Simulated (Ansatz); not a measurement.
**Geometry relaxation of ZnO (part 3 of 3)**

The same run, continued: ZnO (slab, 32 atoms in the cell); DFT PBE+D3(BJ), scalar-relativistic, plane waves, PAW, no spin polarisation (Ansatz 0.2.0); cutoff 420 eV, 6×6×1 k-mesh, Gaussian smearing of 0.05 eV. The structure derives from an entry of the Crystallography Open Database. The input holds or restrains some coordinates. Forces given for the steps count only the free coordinates.

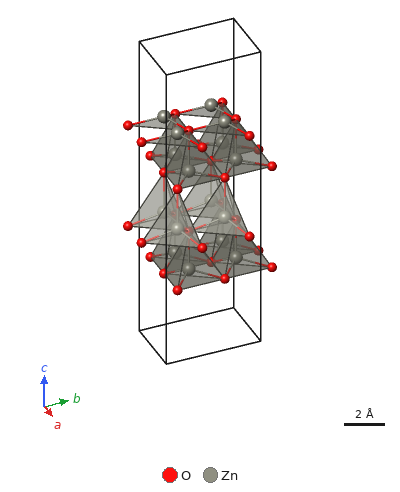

**Figure 1.** The geometry at step 4 of the log (polyhedral view of the cell of the calculation, with the vacuum cut short, seen slightly off an axis; polyhedra are completed across the faces of the cell).

## Output, continued
```
--- Relaxed structure (6 steps of the walk, 6 accepted, 0 SCFs on fresh bases) ---
  F+E_penalty+E_count = -62187.41554110 eV   max|allowed force component| = 2.080e-2 eV/Å
  atoms:
    - { symbol: O, position: [0.33333333333333337, 0.16666666666666663, 0.3330612359] }
    - { symbol: O, position: [0.33333333333333337, 0.6666666666666667, 0.3330612359] }
    - { symbol: O, position: [0.8333333333333331, 0.16666666666666663, 0.3330612359] }
    - { symbol: O, position: [0.8333333333333333, 0.6666666666666667, 0.3330612359] }
    - { symbol: Zn, position: [0.16666666666666666, 0.33333333333333337, 0.3580072106] }
    - { symbol: Zn, position: [0.16666666666666666, 0.8333333333333336, 0.3580072106] }
    - { symbol: Zn, position: [0.6666666666666665, 0.33333333333333337, 0.3580072106] }
    - { symbol: Zn, position: [0.6666666666666665, 0.8333333333333335, 0.3580072106] }
    - { symbol: O, position: [0.16666666666666666, 0.33333333333333337, 0.4360384204] }
    - { symbol: O, position: [0.16666666666666666, 0.8333333333333336, 0.4360384204] }
    - { symbol: O, position: [0.6666666666666665, 0.33333333333333337, 0.4360384204] }
    - { symbol: O, position: [0.6666666666666665, 0.8333333333333335, 0.4360384204] }
    - { symbol: Zn, position: [0.33333333333333337, 0.16666666666666663, 0.4609843951] }
    - { symbol: Zn, position: [0.33333333333333337, 0.6666666666666667, 0.4609843951] }
    - { symbol: Zn, position: [0.8333333333333331, 0.16666666666666663, 0.4609843951] }
    - { symbol: Zn, position: [0.8333333333333333, 0.6666666666666667, 0.4609843951] }
    - { symbol: O, position: [0.33333333333333337, 0.16666666666666663, 0.5430103285647209] }
    - { symbol: O, position: [0.33333333333333337, 0.6666666666666667, 0.5430103285647209] }
    - { symbol: O, position: [0.8333333333333331, 0.16666666666666663, 0.5430103285647209] }
    - { symbol: O, position: [0.8333333333333333, 0.6666666666666667, 0.5430103285647209] }
    - { symbol: Zn, position: [0.16666666666666666, 0.33333333333333337, 0.5615778103044397] }
    - { symbol: Zn, position: [0.16666666666666666, 0.8333333333333336, 0.5615778103044397] }
    - { symbol: Zn, position: [0.6666666666666665, 0.33333333333333337, 0.5615778103044397] }
    - { symbol: Zn, position: [0.6666666666666665, 0.8333333333333335, 0.5615778103044397] }
    - { symbol: O, position: [0.16666666666666666, 0.33333333333333337, 0.6468252515771997] }
    - { symbol: O, position: [0.16666666666666666, 0.8333333333333336, 0.6468252515771997] }
    - { symbol: O, position: [0.6666666666666665, 0.33333333333333337, 0.6468252515771997] }
    - { symbol: O, position: [0.6666666666666665, 0.8333333333333335, 0.6468252515771997] }
    - { symbol: Zn, position: [0.33333333333333337, 0.16666666666666663, 0.6605019055816256] }
    - { symbol: Zn, position: [0.33333333333333337, 0.6666666666666667, 0.6605019055816256] }
    - { symbol: Zn, position: [0.8333333333333331, 0.16666666666666663, 0.6605019055816256] }
    - { symbol: Zn, position: [0.8333333333333333, 0.6666666666666667, 0.6605019055816256] }
```

## Trajectory as extended XYZ (Å, eV, eV/Å), 6 frames, from step=1 to step=6
```
32
Lattice="6.5097 0.0000 0.0000 -3.2549 5.6376 0.0000 0.0000 0.0000 25.5208" Properties=species:S:1:pos:R:3:forces:R:3 step=1 energy=-62186.85072
O     1.6274    0.9396    8.5000    0.0000   0.0000   1.1623
O     0.0000    3.7584    8.5000    0.0000   0.0000   1.1623
O     4.8823    0.9396    8.5000    0.0000   0.0000   1.1623
O     3.2549    3.7584    8.5000    0.0000   0.0000   1.1623
Zn    0.0000    1.8792    9.1366    0.0000   0.0000  -1.5373
Zn   -1.6274    4.6980    9.1366    0.0000   0.0000  -1.5373
Zn    3.2549    1.8792    9.1366    0.0000   0.0000  -1.5373
Zn    1.6274    4.6980    9.1366    0.0000   0.0000  -1.5373
O     0.0000    1.8792   11.1281    0.0000   0.0000   0.7600
O    -1.6274    4.6980   11.1281    0.0000   0.0000   0.7600
O     3.2549    1.8792   11.1281    0.0000   0.0000   0.7600
O     1.6274    4.6980   11.1281    0.0000   0.0000   0.7600
Zn    1.6274    0.9396   11.7647    0.0000   0.0000  -0.7107
Zn    0.0000    3.7584   11.7647    0.0000   0.0000  -0.7107
Zn    4.8823    0.9396   11.7647    0.0000   0.0000  -0.7107
Zn    3.2549    3.7584   11.7647    0.0000   0.0000  -0.7107
O     1.6274    0.9396   13.7561    0.0000   0.0000   0.6811
O     0.0000    3.7584   13.7561    0.0000   0.0000   0.6811
O     4.8823    0.9396   13.7561    0.0000   0.0000   0.6811
O     3.2549    3.7584   13.7561    0.0000   0.0000   0.6811
Zn    0.0000    1.8792   14.3928    0.0000   0.0000  -0.8537
Zn   -1.6274    4.6980   14.3928    0.0000   0.0000  -0.8537
Zn    3.2549    1.8792   14.3928    0.0000   0.0000  -0.8537
Zn    1.6274    4.6980   14.3928    0.0000   0.0000  -0.8537
O     0.0000    1.8792   16.3842    0.0000   0.0000   1.0439
O    -1.6274    4.6980   16.3842    0.0000   0.0000   1.0439
O     3.2549    1.8792   16.3842    0.0000   0.0000   1.0439
O     1.6274    4.6980   16.3842    0.0000   0.0000   1.0439
Zn    1.6274    0.9396   17.0208    0.0000   0.0000  -0.5457
Zn    0.0000    3.7584   17.0208    0.0000   0.0000  -0.5457
Zn    4.8823    0.9396   17.0208    0.0000   0.0000  -0.5457
Zn    3.2549    3.7584   17.0208    0.0000   0.0000  -0.5457
32
Lattice="6.5097 0.0000 0.0000 -3.2549 5.6376 0.0000 0.0000 0.0000 25.5208" Properties=species:S:1:pos:R:3:forces:R:3 step=2 energy=-62187.03530
O     1.6274    0.9396    8.5000    0.0000   0.0000   1.1907
O     0.0000    3.7584    8.5000    0.0000   0.0000   1.1907
O     4.8823    0.9396    8.5000    0.0000   0.0000   1.1907
O     3.2549    3.7584    8.5000    0.0000   0.0000   1.1907
Zn    0.0000    1.8792    9.1366    0.0000   0.0000  -1.6101
Zn   -1.6274    4.6980    9.1366    0.0000   0.0000  -1.6101
Zn    3.2549    1.8792    9.1366    0.0000   0.0000  -1.6101
Zn    1.6274    4.6980    9.1366    0.0000   0.0000  -1.6101
O     0.0000    1.8792   11.1281    0.0000   0.0000   0.8756
O    -1.6274    4.6980   11.1281    0.0000   0.0000   0.8756
O     3.2549    1.8792   11.1281    0.0000   0.0000   0.8756
O     1.6274    4.6980   11.1281    0.0000   0.0000   0.8756
Zn    1.6274    0.9396   11.7647    0.0000   0.0000  -0.7194
Zn    0.0000    3.7584   11.7647    0.0000   0.0000  -0.7194
Zn    4.8823    0.9396   11.7647    0.0000   0.0000  -0.7194
Zn    3.2549    3.7584   11.7647    0.0000   0.0000  -0.7194
O     1.6274    0.9396   13.7717    0.0000   0.0000   0.5395
O     0.0000    3.7584   13.7717    0.0000   0.0000   0.5395
O     4.8823    0.9396   13.7717    0.0000   0.0000   0.5395
O     3.2549    3.7584   13.7717    0.0000   0.0000   0.5395
Zn    0.0000    1.8792   14.3804    0.0000   0.0000  -0.6880
Zn   -1.6274    4.6980   14.3804    0.0000   0.0000  -0.6880
Zn    3.2549    1.8792   14.3804    0.0000   0.0000  -0.6880
Zn    1.6274    4.6980   14.3804    0.0000   0.0000  -0.6880
O     0.0000    1.8792   16.3958    0.0000   0.0000   0.8265
O    -1.6274    4.6980   16.3958    0.0000   0.0000   0.8265
O     3.2549    1.8792   16.3958    0.0000   0.0000   0.8265
O     1.6274    4.6980   16.3958    0.0000   0.0000   0.8265
Zn    1.6274    0.9396   16.9868    0.0000   0.0000  -0.4149
Zn    0.0000    3.7584   16.9868    0.0000   0.0000  -0.4149
Zn    4.8823    0.9396   16.9868    0.0000   0.0000  -0.4149
Zn    3.2549    3.7584   16.9868    0.0000   0.0000  -0.4149
32
Lattice="6.5097 0.0000 0.0000 -3.2549 5.6376 0.0000 0.0000 0.0000 25.5208" Properties=species:S:1:pos:R:3:forces:R:3 step=3 energy=-62187.38037
O     1.6274    0.9396    8.5000    0.0000   0.0000   1.3129
O     0.0000    3.7584    8.5000    0.0000   0.0000   1.3129
O     4.8823    0.9396    8.5000    0.0000   0.0000   1.3129
O     3.2549    3.7584    8.5000    0.0000   0.0000   1.3129
Zn    0.0000    1.8792    9.1366    0.0000   0.0000  -1.8743
Zn   -1.6274    4.6980    9.1366    0.0000   0.0000  -1.8743
Zn    3.2549    1.8792    9.1366    0.0000   0.0000  -1.8743
Zn    1.6274    4.6980    9.1366    0.0000   0.0000  -1.8743
O     0.0000    1.8792   11.1281    0.0000   0.0000   1.2554
O    -1.6274    4.6980   11.1281    0.0000   0.0000   1.2554
O     3.2549    1.8792   11.1281    0.0000   0.0000   1.2554
O     1.6274    4.6980   11.1281    0.0000   0.0000   1.2554
Zn    1.6274    0.9396   11.7647    0.0000   0.0000  -0.7199
Zn    0.0000    3.7584   11.7647    0.0000   0.0000  -0.7199
Zn    4.8823    0.9396   11.7647    0.0000   0.0000  -0.7199
Zn    3.2549    3.7584   11.7647    0.0000   0.0000  -0.7199
O     1.6274    0.9396   13.8377    0.0000   0.0000   0.1026
O     0.0000    3.7584   13.8377    0.0000   0.0000   0.1026
O     4.8823    0.9396   13.8377    0.0000   0.0000   0.1026
O     3.2549    3.7584   13.8377    0.0000   0.0000   0.1026
Zn    0.0000    1.8792   14.3505    0.0000   0.0000  -0.0646
Zn   -1.6274    4.6980   14.3505    0.0000   0.0000  -0.0646
Zn    3.2549    1.8792   14.3505    0.0000   0.0000  -0.0646
Zn    1.6274    4.6980   14.3505    0.0000   0.0000  -0.0646
O     0.0000    1.8792   16.4904    0.0000   0.0000   0.1545
O    -1.6274    4.6980   16.4904    0.0000   0.0000   0.1545
O     3.2549    1.8792   16.4904    0.0000   0.0000   0.1545
O     1.6274    4.6980   16.4904    0.0000   0.0000   0.1545
Zn    1.6274    0.9396   16.9399    0.0000   0.0000  -0.1665
Zn    0.0000    3.7584   16.9399    0.0000   0.0000  -0.1665
Zn    4.8823    0.9396   16.9399    0.0000   0.0000  -0.1665
Zn    3.2549    3.7584   16.9399    0.0000   0.0000  -0.1665
32
Lattice="6.5097 0.0000 0.0000 -3.2549 5.6376 0.0000 0.0000 0.0000 25.5208" Properties=species:S:1:pos:R:3:forces:R:3 step=4 energy=-62187.40305
O     1.6274    0.9396    8.5000    0.0000   0.0000   1.3689
O     0.0000    3.7584    8.5000    0.0000   0.0000   1.3689
O     4.8823    0.9396    8.5000    0.0000   0.0000   1.3689
O     3.2549    3.7584    8.5000    0.0000   0.0000   1.3689
Zn    0.0000    1.8792    9.1366    0.0000   0.0000  -1.9820
Zn   -1.6274    4.6980    9.1366    0.0000   0.0000  -1.9820
Zn    3.2549    1.8792    9.1366    0.0000   0.0000  -1.9820
Zn    1.6274    4.6980    9.1366    0.0000   0.0000  -1.9820
O     0.0000    1.8792   11.1281    0.0000   0.0000   1.3923
O    -1.6274    4.6980   11.1281    0.0000   0.0000   1.3923
O     3.2549    1.8792   11.1281    0.0000   0.0000   1.3923
O     1.6274    4.6980   11.1281    0.0000   0.0000   1.3923
Zn    1.6274    0.9396   11.7647    0.0000   0.0000  -0.8006
Zn    0.0000    3.7584   11.7647    0.0000   0.0000  -0.8006
Zn    4.8823    0.9396   11.7647    0.0000   0.0000  -0.8006
Zn    3.2549    3.7584   11.7647    0.0000   0.0000  -0.8006
O     1.6274    0.9396   13.8553    0.0000   0.0000  -0.0371
O     0.0000    3.7584   13.8553    0.0000   0.0000  -0.0371
O     4.8823    0.9396   13.8553    0.0000   0.0000  -0.0371
O     3.2549    3.7584   13.8553    0.0000   0.0000  -0.0371
Zn    0.0000    1.8792   14.3241    0.0000   0.0000  -0.1050
Zn   -1.6274    4.6980   14.3241    0.0000   0.0000  -0.1050
Zn    3.2549    1.8792   14.3241    0.0000   0.0000  -0.1050
Zn    1.6274    4.6980   14.3241    0.0000   0.0000  -0.1050
O     0.0000    1.8792   16.4607    0.0000   0.0000   0.1225
O    -1.6274    4.6980   16.4607    0.0000   0.0000   0.1225
O     3.2549    1.8792   16.4607    0.0000   0.0000   0.1225
O     1.6274    4.6980   16.4607    0.0000   0.0000   0.1225
Zn    1.6274    0.9396   16.8202    0.0000   0.0000   0.0410
Zn    0.0000    3.7584   16.8202    0.0000   0.0000   0.0410
Zn    4.8823    0.9396   16.8202    0.0000   0.0000   0.0410
Zn    3.2549    3.7584   16.8202    0.0000   0.0000   0.0410
32
Lattice="6.5097 0.0000 0.0000 -3.2549 5.6376 0.0000 0.0000 0.0000 25.5208" Properties=species:S:1:pos:R:3:forces:R:3 step=5 energy=-62187.41554
O     1.6274    0.9396    8.5000    0.0000   0.0000   1.3761
O     0.0000    3.7584    8.5000    0.0000   0.0000   1.3761
O     4.8823    0.9396    8.5000    0.0000   0.0000   1.3761
O     3.2549    3.7584    8.5000    0.0000   0.0000   1.3761
Zn    0.0000    1.8792    9.1366    0.0000   0.0000  -1.9944
Zn   -1.6274    4.6980    9.1366    0.0000   0.0000  -1.9944
Zn    3.2549    1.8792    9.1366    0.0000   0.0000  -1.9944
Zn    1.6274    4.6980    9.1366    0.0000   0.0000  -1.9944
O     0.0000    1.8792   11.1281    0.0000   0.0000   1.4088
O    -1.6274    4.6980   11.1281    0.0000   0.0000   1.4088
O     3.2549    1.8792   11.1281    0.0000   0.0000   1.4088
O     1.6274    4.6980   11.1281    0.0000   0.0000   1.4088
Zn    1.6274    0.9396   11.7647    0.0000   0.0000  -0.8042
Zn    0.0000    3.7584   11.7647    0.0000   0.0000  -0.8042
Zn    4.8823    0.9396   11.7647    0.0000   0.0000  -0.8042
Zn    3.2549    3.7584   11.7647    0.0000   0.0000  -0.8042
O     1.6274    0.9396   13.8581    0.0000   0.0000   0.0208
O     0.0000    3.7584   13.8581    0.0000   0.0000   0.0208
O     4.8823    0.9396   13.8581    0.0000   0.0000   0.0208
O     3.2549    3.7584   13.8581    0.0000   0.0000   0.0208
Zn    0.0000    1.8792   14.3319    0.0000   0.0000  -0.0154
Zn   -1.6274    4.6980   14.3319    0.0000   0.0000  -0.0154
Zn    3.2549    1.8792   14.3319    0.0000   0.0000  -0.0154
Zn    1.6274    4.6980   14.3319    0.0000   0.0000  -0.0154
O     0.0000    1.8792   16.5075    0.0000   0.0000  -0.0081
O    -1.6274    4.6980   16.5075    0.0000   0.0000  -0.0081
O     3.2549    1.8792   16.5075    0.0000   0.0000  -0.0081
O     1.6274    4.6980   16.5075    0.0000   0.0000  -0.0081
Zn    1.6274    0.9396   16.8566    0.0000   0.0000   0.0164
Zn    0.0000    3.7584   16.8566    0.0000   0.0000   0.0164
Zn    4.8823    0.9396   16.8566    0.0000   0.0000   0.0164
Zn    3.2549    3.7584   16.8566    0.0000   0.0000   0.0164
32
Lattice="6.5097 0.0000 0.0000 -3.2549 5.6376 0.0000 0.0000 0.0000 25.5208" Properties=species:S:1:pos:R:3:forces:R:3 step=6 energy=-62187.41554
O     1.6274    0.9396    8.5000    0.0000   0.0000   1.3761
O     0.0000    3.7584    8.5000    0.0000   0.0000   1.3761
O     4.8823    0.9396    8.5000    0.0000   0.0000   1.3761
O     3.2549    3.7584    8.5000    0.0000   0.0000   1.3761
Zn    0.0000    1.8792    9.1366    0.0000   0.0000  -1.9943
Zn   -1.6274    4.6980    9.1366    0.0000   0.0000  -1.9943
Zn    3.2549    1.8792    9.1366    0.0000   0.0000  -1.9943
Zn    1.6274    4.6980    9.1366    0.0000   0.0000  -1.9943
O     0.0000    1.8792   11.1281    0.0000   0.0000   1.4087
O    -1.6274    4.6980   11.1281    0.0000   0.0000   1.4087
O     3.2549    1.8792   11.1281    0.0000   0.0000   1.4087
O     1.6274    4.6980   11.1281    0.0000   0.0000   1.4087
Zn    1.6274    0.9396   11.7647    0.0000   0.0000  -0.8041
Zn    0.0000    3.7584   11.7647    0.0000   0.0000  -0.8041
Zn    4.8823    0.9396   11.7647    0.0000   0.0000  -0.8041
Zn    3.2549    3.7584   11.7647    0.0000   0.0000  -0.8041
O     1.6274    0.9396   13.8581    0.0000   0.0000   0.0208
O     0.0000    3.7584   13.8581    0.0000   0.0000   0.0208
O     4.8823    0.9396   13.8581    0.0000   0.0000   0.0208
O     3.2549    3.7584   13.8581    0.0000   0.0000   0.0208
Zn    0.0000    1.8792   14.3319    0.0000   0.0000  -0.0155
Zn   -1.6274    4.6980   14.3319    0.0000   0.0000  -0.0155
Zn    3.2549    1.8792   14.3319    0.0000   0.0000  -0.0155
Zn    1.6274    4.6980   14.3319    0.0000   0.0000  -0.0155
O     0.0000    1.8792   16.5075    0.0000   0.0000  -0.0080
O    -1.6274    4.6980   16.5075    0.0000   0.0000  -0.0080
O     3.2549    1.8792   16.5075    0.0000   0.0000  -0.0080
O     1.6274    4.6980   16.5075    0.0000   0.0000  -0.0080
Zn    1.6274    0.9396   16.8566    0.0000   0.0000   0.0164
Zn    0.0000    3.7584   16.8566    0.0000   0.0000   0.0164
Zn    4.8823    0.9396   16.8566    0.0000   0.0000   0.0164
Zn    3.2549    3.7584   16.8566    0.0000   0.0000   0.0164
```

## Results in brief

| quantity | value |
| --- | --- |
| outcome | converged under the restraints of the input |
| electrons treated | 288 |
| free energy | −62187.4155 eV |
| work function, top face | 2.81 eV |
| work function, bottom face | 8.03 eV |
| Fermi energy | 0.281 eV |
| gap on the k-point mesh | none (metallic) |
| final volume | 936.59 Å³ |
| work function (upper face) | 2.81 eV |
| largest force (length of the vector) at the end, held atoms and coordinates included | 1.994 eV/Å |
| hardware | 8 threads of Intel Xeon @ 2.50GHz (Skylake/Cascade Lake), 64 GiB of memory available, shared host |
| wall time | 2 min (CPU time 15 min) |
| peak memory | 4.5 GiB |
